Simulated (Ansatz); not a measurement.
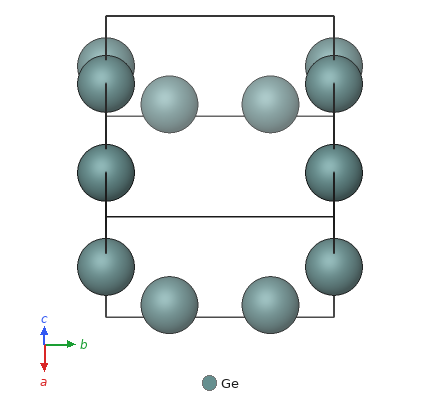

The structure, seen along [102]; the drawing may span several cells.

Given this structure, the end point of a relaxation with Ansatz 0.2.0, DFT PBE, scalar-relativistic, plane waves, PAW; the starting structure was generated, so it need not be a known form of this composition, written in its standard cell:

```
CELL_PARAMETERS angstrom
5.59957 0.00000 0.00000
0.00000 5.59957 0.00000
0.00000 0.00000 5.19739
ATOMIC_POSITIONS crystal
Ge 0.00000 0.27847 0.11940
Ge 0.00000 0.72153 0.11940
Ge 0.27847 0.00000 0.88060
Ge 0.72153 0.00000 0.88060
Ge 0.00000 0.00000 0.50000
```

Question: Predict the [102] zone-axis pattern (100 kV, kinematic, B = 0.8 Å²).

Answer: The spots form a rectangular net whose two shortest vectors correspond to d = 5.60 Å and 2.46 Å, 90.0° apart. They are 0 1 0 and 2 0 -1. The pattern has symmetry 2mm. No reflection of this zone is absent.

Strongest reflections with d > 0.80 Å, one of each family (|F|² from tabulated Gaussian fits of the electron scattering factors, times a small damping for the curvature of the Ewald sphere):

| hkl | d (Å) | I (strongest = 100) |
| --- | --- | --- |
| 0 1 0 | 5.600 | 100 |
| 0 3 0 | 1.867 | 48 |
| 2 0 -1 | 2.465 | 40 |
| 2 2 -1 | 1.850 | 40 |
| 2 1 -1 | 2.256 | 35 |
| 0 4 0 | 1.400 | 30 |

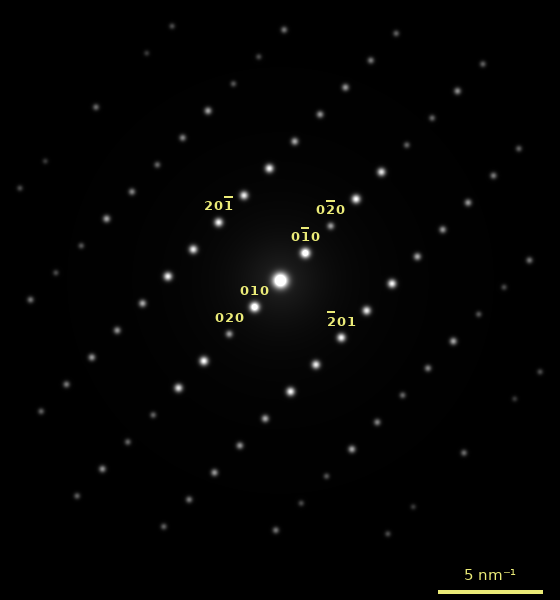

Calculated pattern, seen from the source side with [102] pointing towards the source.
